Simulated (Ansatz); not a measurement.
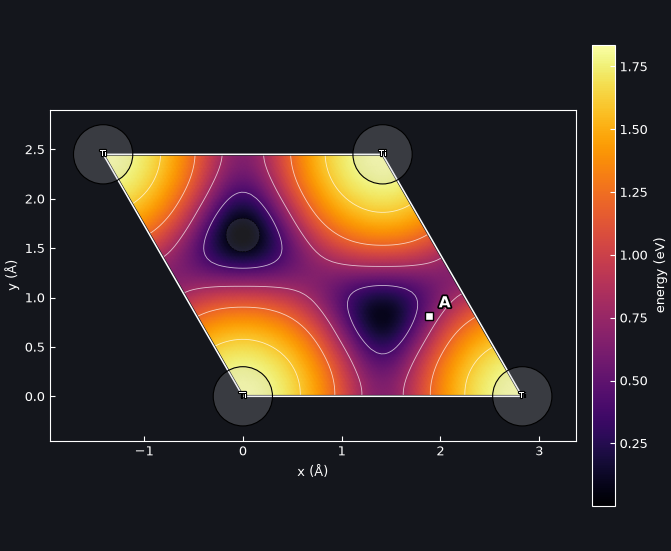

B on a Ti(111) slab cut from the Fm-3m phase, its upper half relaxed before the scan (12 atoms of substrate and one adsorbate in a 2 × 2 cell). B is moved over the surface cell; relaxed at each place: the height of the adsorbate's atoms; substrate rigid; the origin of the map has the adsorbate above Ti9. Places are given modulo a cell vector. The map is drawn in real space over the plane of the surface. The scan uses a 6 × 6 grid; 10 points were computed and 26 follow by symmetry. Places are given in fractions of the 1 × 1 surface cell. Energies are in eV, from the lowest grid point. The calculation used Ansatz 0.2.0, DFT LDA, scalar-relativistic, plane waves, PAW. Settings: cutoff 420 eV, k-mesh 6×6×1, gaussian smearing 0.1 eV, no spin polarisation.

Drawn: a smooth colour map with a few white contour lines, labelled circles for the atoms of the top layer and small ones for the second layer, the outline of one cell of the plane, the point A. Between grid points the surface is interpolated.

Q: Which way does the force act at A, and how strong is it?

A: A, at (5/6, 2/6) of the cell vectors, is not a stationary point. The computed force is 1.8 eV/Å in the plane, pointing up and left in the picture (components −1.6 and 0.8 eV/Å).

PAW datasets: the set soft_1.
